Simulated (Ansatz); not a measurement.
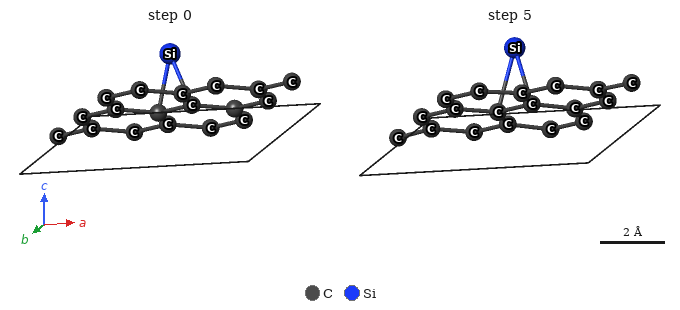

The structure of a slab of composition SiC₁₈ before (left) and after (right) a relaxation, at one scale.

Style: ball-and-stick. Shown: the cell of the calculation, outlined in the plane, without the vacuum (origin shifted), from a free direction.

It is Si on graphene monolayer, set down by a guess. The run prepares an end point of a later path (adatom hop) calculation, from a guessed geometry.

Method: Ansatz 0.2.0, DFT PBEsol, scalar-relativistic, plane waves, PAW.

Input file:
```yaml
crystal:
  lattice:
    - [7.398, 0.0, 0.0]
    - [-3.699, 6.406856, 0.0]
    - [0.0, 0.0, 13.0]
  atoms:
    - { symbol: C, position: [0.0, 0.0, 0.0769231] }
    - { symbol: C, position: [0.2222222, 0.1111111, 0.0769231] }
    - { symbol: C, position: [0.0, 0.3333333, 0.0769231] }
    - { symbol: C, position: [0.2222222, 0.4444444, 0.0769231] }
    - { symbol: C, position: [0.0, 0.6666667, 0.0769231] }
    - { symbol: C, position: [0.2222222, 0.7777778, 0.0769231] }
    - { symbol: C, position: [0.3333333, 0.0, 0.0769231] }
    - { symbol: C, position: [0.5555556, 0.1111111, 0.0769231] }
    - { symbol: C, position: [0.3333333, 0.3333333, 0.0769231] }
    - { symbol: C, position: [0.5555556, 0.4444444, 0.0769231] }
    - { symbol: C, position: [0.3333333, 0.6666667, 0.0769231] }
    - { symbol: C, position: [0.5555556, 0.7777778, 0.0769231] }
    - { symbol: C, position: [0.6666667, 0.0, 0.0769231] }
    - { symbol: C, position: [0.8888889, 0.1111111, 0.0769231] }
    - { symbol: C, position: [0.6666667, 0.3333333, 0.0769231] }
    - { symbol: C, position: [0.8888889, 0.4444444, 0.0769231] }
    - { symbol: C, position: [0.6666667, 0.6666667, 0.0769231] }
    - { symbol: C, position: [0.8888889, 0.7777778, 0.0769231] }
    - { symbol: Si, position: [0.9175446, 0.3738767, 0.2146154], spin: 1.0 }
magnetization:
  spin_polarized: true
basis:
  ecutwfc: 420.0
kpoints:
  mp_grid: { grid: [2, 2, 1] }
hamiltonian:
  xc: pbesol
scf:
  occupations: { method: fermi_dirac, width: 0.05 }
  lower_state_search: "off"
relax:
  f_tol: 0.03
  max_steps: 60
  adjacent_minimum: "off"
```

Run as
```bash
ansatz run input.yaml --threads 2 --pin off --max-ram 5120MiB --backend cpu --events-out ev --progress --plain --runs-dir out
```

Describe what moved and what it gained.

The largest move relative to the layer's centre is that of Si19, 0.26 Å at 37° to the normal (+c side). Largest moves by element: Si 0.26 Å, C 0.05 Å. The cell stays as it was. Some distances before and after: C16–Si19 1.906 → 2.100 Å, C3–Si19 1.962 → 2.100 Å, C3–C16 1.424 → 1.448 Å, C15–C16 1.424 → 1.436 Å. Bond angles that change, for instance: C4–C3–Si19 105.6° → 100.7°, C15–C16–Si19 95.5° → 100.4°, C16–C3–Si19 66.3° → 69.8°. Over 5 geometry steps the energy falls by 0.279 eV per cell of the calculation. The largest force component goes from 2.5 to 0.0035 eV/Å.

Limits of the set-up: the k-point mesh is coarse for a cell with partly filled bands; the periodic images lie only 7.4 Å apart, so the values are limited by the cell's size.
